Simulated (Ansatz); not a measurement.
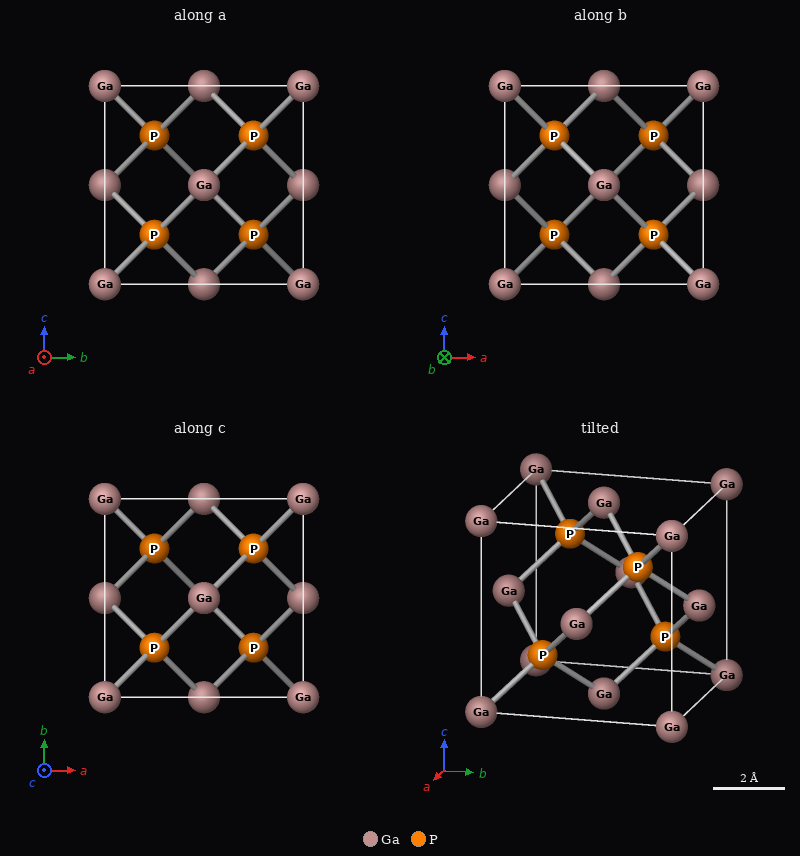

This ball-and-stick model is shown along the a axis, along the b axis, along the c axis and slightly off an axis. The conventional unit cell is outlined; an atom on or near a face, edge or corner is repeated at each equivalent position.

Lattice parameters: a = 5.6143 Å, b = 5.6143 Å, c = 5.6143 Å, α = 90.000°, β = 90.000°, γ = 90.000°.

> Convert the drawing into a CIF with its space group and independent sites.

```cif
data_structure
_symmetry_space_group_name_H-M 'F -4 3 m'
_symmetry_Int_Tables_number 216
_cell_length_a 5.6143
_cell_length_b 5.6143
_cell_length_c 5.6143
_cell_angle_alpha 90.000
_cell_angle_beta 90.000
_cell_angle_gamma 90.000
_cell_volume 176.97
loop_
_atom_site_label
_atom_site_type_symbol
_atom_site_symmetry_multiplicity
_atom_site_Wyckoff_symbol
_atom_site_fract_x
_atom_site_fract_y
_atom_site_fract_z
_atom_site_occupancy
Ga1 Ga 4 a 0.0000 0.0000 0.0000 1
P1 P 4 d 0.2500 0.2500 0.7500 1
```

Starting structure: a structure type filled with these elements by a generator (whether the compound takes this form wasn't checked). The cell was then strained or its atoms displaced on purpose. A calculation with Ansatz used it as input.

At this level of theory the cell isn't at rest (stretched, at -6 GPa), so its distances can differ from those at equilibrium, the more so the softer the solid.
